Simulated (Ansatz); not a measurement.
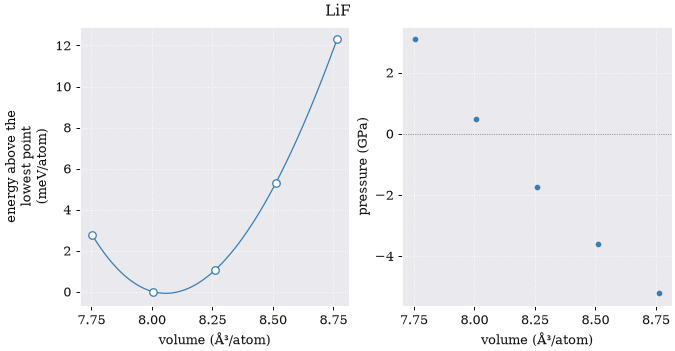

The picture above shows the energy above the lowest point and pressure against volume for LiF, space group Fm-3m (No. 225) (one of a set of cubic test structures, which need not be the stable phase).

How it was computed, with Ansatz 0.2.0 development build: equation of state of a cubic crystal from periodic Kohn-Sham density functional theory without spin, third-order Birch-Murnaghan fit to the free energies; pressure corrected for the finite basis. Level: HSE06.

- structure type: rock salt
- atoms in cell: 2
- space group number: 225
- lattice centring: face-centred primitive
- k mesh: 4×4×4
- occupation method: Fermi–Dirac
- occupation width: 0.05 eV
- wave cutoff: 700 eV
- datasets: hard PAW
- density tolerance: 0 eV
- bands: 9
- density cutoff ratio: 4
- search for lower states: default
- exchange singularity: regularized

How stiff is the solid, and where is its volume at rest?

A third-order Birch–Murnaghan fit gives V0 = 8.06 Å³/atom, B0 = 74 GPa and B′ = 4.2.

Read off the course of the pressure.

It falls from 3.087 GPa at volume 7.7532 Å³/atom to −5.216 GPa at 8.7645 Å³/atom, and changes sign near 8.06 Å³/atom.

Limits of the calculation: modest k-mesh, values are not fully converged in k; pseudopotentials made with PBE, not this functional.

The computed values:

| volume (Å³/atom) | energy above the lowest point (meV/atom) | pressure (GPa) |
| --- | --- | --- |
| 7.7532 | 2.8 | 3.087 |
| 8.0060 | 0.0 | 0.480 |
| 8.2588 | 1.0 | −1.735 |
| 8.5117 | 5.3 | −3.616 |
| 8.7645 | 12.3 | −5.216 |
